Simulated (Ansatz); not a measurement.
Read the following structure.

Space group P4_2/mnm (No. 136). a = 4.472 Å, b = 4.472 Å, c = 2.994 Å, α = 90.00°, β = 90.00°, γ = 90.00°
```json
{"atom": "Mg", "site": "2a", "symmetry": "m.mm", "x": "0.5000", "y": "0.5000", "z": "0.5000"}
{"atom": "H", "site": "4f", "symmetry": "m.2m", "x": "0.6956", "y": "0.6956", "z": "0.0000"}
```

> Say what kind of structure these coordinates give.

The formula is MgH₂. Its lattice is primitive tetragonal, its space group P4_2/mnm (No. 136). Atoms per cell: 6 (2 Mg, 4 H). Mg is linked to six H in a distorted octahedral arrangement at 1.93 to 1.94 Å. Every H atom has three Mg at 1.93 to 1.94 Å as neighbours. The bonds build a three-dimensional framework.

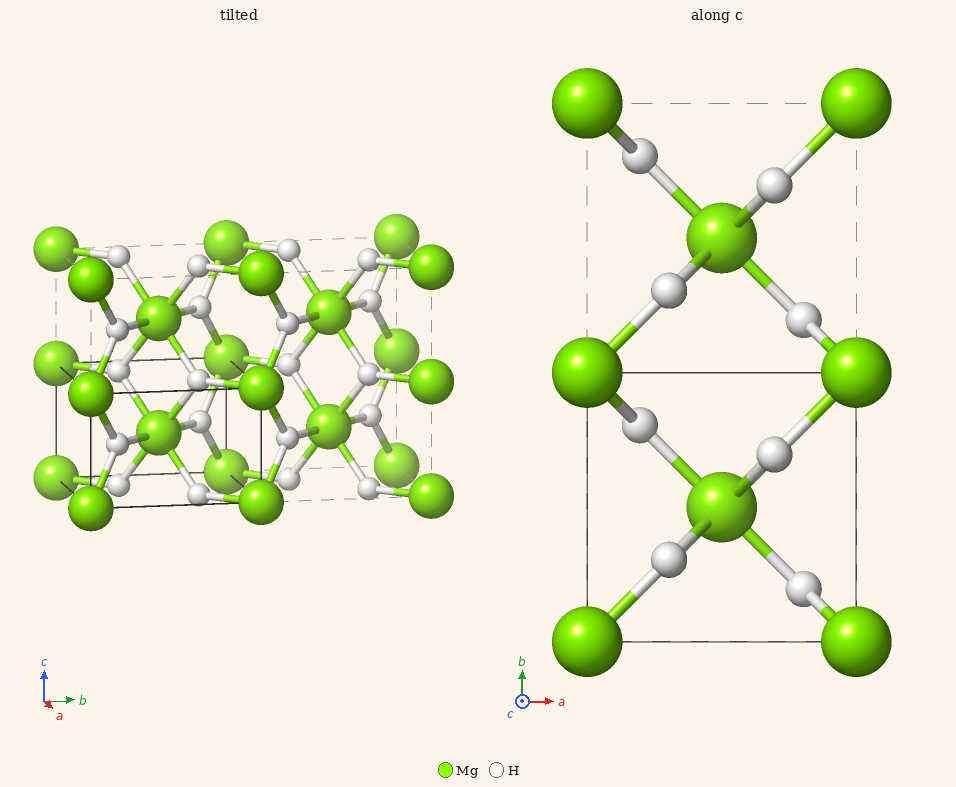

View slightly off an axis and along the c axis, drawn as a ball-and-stick model. A 1×2×2 array of cells is drawn; the conventional unit cell has the solid edges. Colours: magnesium green, hydrogen white.

The structure was taken from a structure listed in the Materials Project. Earlier steps of the study may have refined or changed the cell and positions. An electronic-structure calculation with Ansatz was run on it.
